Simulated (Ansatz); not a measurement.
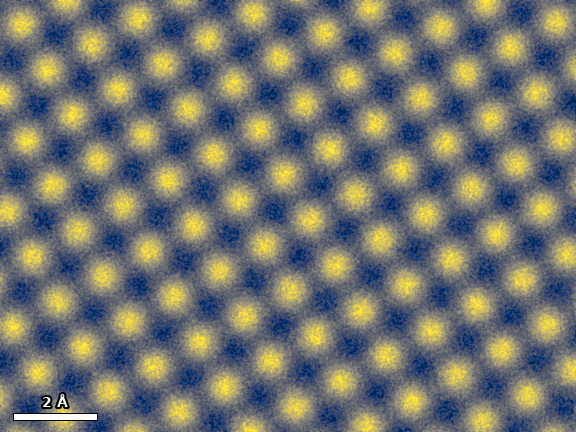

Integrated-DPC-like image of a crystal. Simulated as the projected potential of neutral atoms (B = 0.5 Å²) blurred by a 0.60 Å probe, the thin-sample limit of integrated differential phase contrast. The display is stretched by a gamma of 0.8; percentages refer to the linear signal. Shot noise was added.

Measure the repeat of the pattern.

Answer. The pattern repeats on a square net with a repeat of 1.3 Å.

Which plane group does this projection have?

Answer. p4mm: fourfold points with mirror lines through them along the axes and the diagonals.

How many columns does the smallest repeating cell hold, and how many levels of brightness?

Answer. 1 column in the primitive cell of 1.6 Å², all of one brightness.

The crystal is C (Fd-3m, No. 227) seen along [001]. Structure used: the input geometry of an electronic-structure calculation (not necessarily at equilibrium); the starting structure was generated, so it need not be a known form of this composition.
